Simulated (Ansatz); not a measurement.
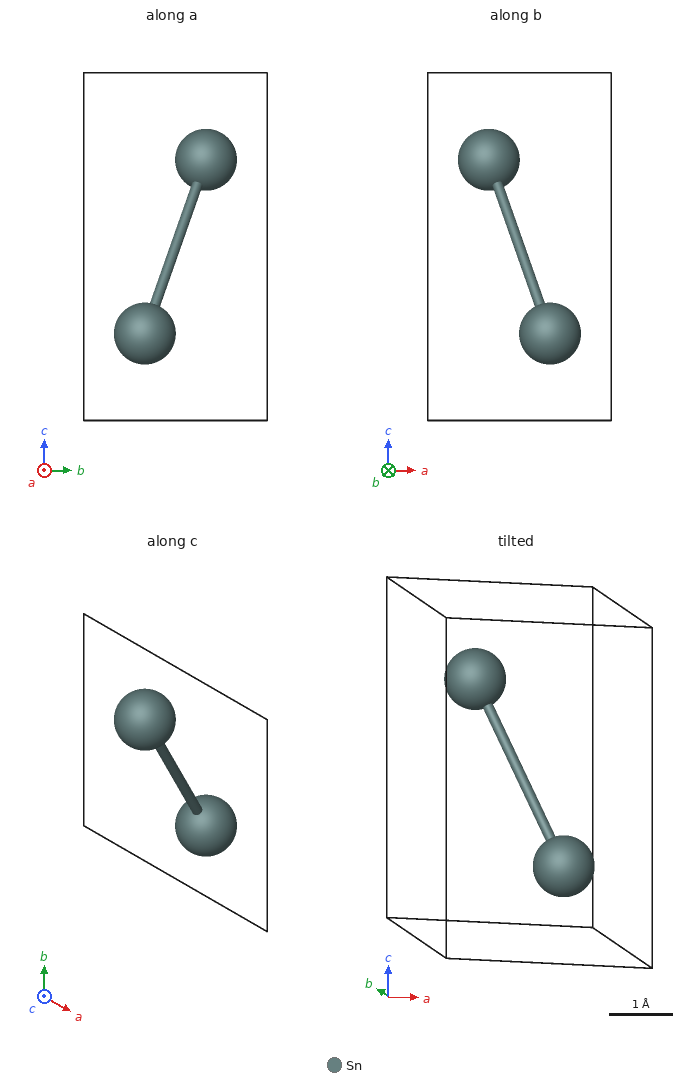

Ball-and-stick drawing of the structure, looking along the a axis, along the b axis, along the c axis and slightly off an axis. The box is the conventional unit cell; atoms on or close to its faces, edges and corners are drawn wherever they repeat.

Lattice parameters: a = 3.382 Å, b = 3.382 Å, c = 5.548 Å, α = 90.00°, β = 90.00°, γ = 120.00°.

> Write down what is shown as a table of Wyckoff sites.

Space group P6_3/mmc (No. 194).
```csv
atom,site,x,y,z
Sn,2d,0.3333,0.6667,0.7500
```

The structure comes from a structure type filled with this element by a generator (whether the element takes this form wasn't checked). Earlier steps of the study may have refined or changed the cell and positions. Ansatz was used for an electronic-structure calculation on it.
